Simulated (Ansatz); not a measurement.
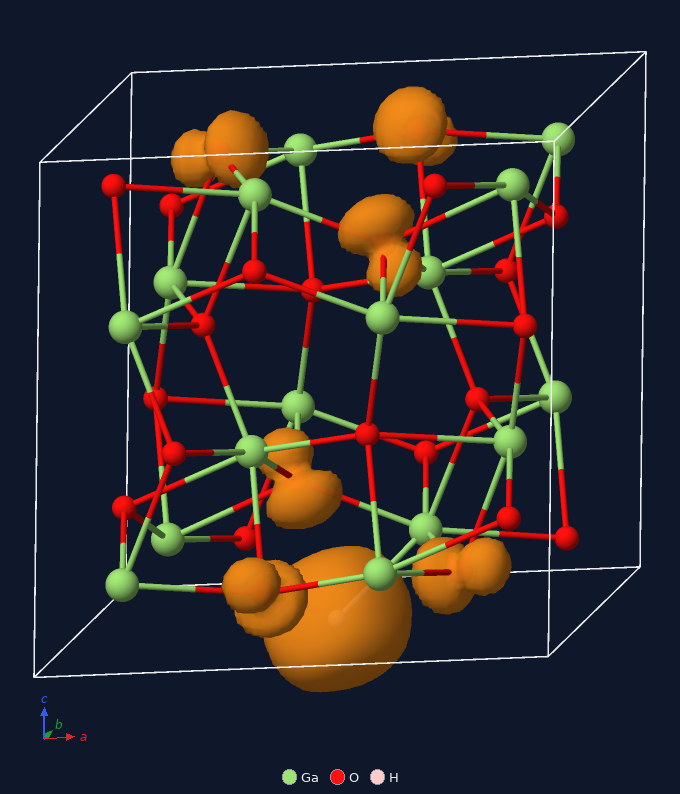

Ga16HO24 (cell with a defect). Isosurfaces of the spin density (up minus down) at +0.02 (orange) and −0.02 e/Å³ (purple), seen slightly off an axis. Sticks mark near contacts.

Spin-polarised.

Theory: DFT PBE, scalar-relativistic, plane waves, PAW (Ansatz).

```
Ga O H
1.0
    -5.05761   -2.92002    4.54087
     5.05761   -2.92002    4.54087
     0.00000    5.84003    4.54087
Ga O H
16 24 1
Cartesian
  -0.0117 0.0302 11.6809
  -0.0202 2.9551 7.1280
  2.5089 -1.4147 7.1405
  -2.5581 -1.4293 7.1405
  -0.0181 0.0225 8.7917
  -0.0205 2.9558 4.2490
  2.5185 -1.4164 4.2511
  -2.5617 -1.4201 4.2512
  -0.0289 0.0405 1.9689
  -0.0204 -2.8847 6.5227
  -2.5493 1.4854 6.5097
  2.5175 1.5002 6.5102
  -0.0224 0.0487 4.8585
  -0.0205 -2.8847 9.4013
  -2.5593 1.4867 9.3989
  2.5203 1.4910 9.3994
  0.7496 1.6345 5.6923
  0.7490 -1.3018 10.2310
  -1.8296 -2.7608 5.7226
  3.2675 -2.7436 5.6790
  0.9917 -1.3803 5.7224
  -4.0921 -1.4222 5.6903
  -1.5422 0.0372 10.2196
  -1.5493 2.9493 5.6919
  -1.7865 -0.1080 5.6787
  3.2820 -0.0897 5.6902
  0.7387 4.2824 5.6920
  0.7756 1.3275 10.2626
  -0.7902 -1.5637 7.9579
  -0.7895 1.3728 3.4192
  1.7877 2.8310 7.9285
  -3.3082 2.8143 7.9712
  1.7459 0.1786 7.9715
  -3.3228 0.1604 7.9599
  -0.7794 -4.2120 7.9583
  -0.8175 -1.2560 3.3869
  -1.0323 1.4514 7.9281
  4.0513 1.4932 7.9598
  1.5012 0.0332 3.4306
  1.5085 -2.8786 7.9582
  -0.0260 -2.8755 4.5556
```

Question: Where is the spin, and how is it ordered?

Answer: The spin density sits on H: +0.5 μB in one cell of 41 atoms, with smaller moments on other sites: O (up to +0.06 μB): with much of the spin spread outside that site. The cell of the calculation (41 atoms) carries 1.0 μB of net spin moment. Only one sign reaches the isovalue.
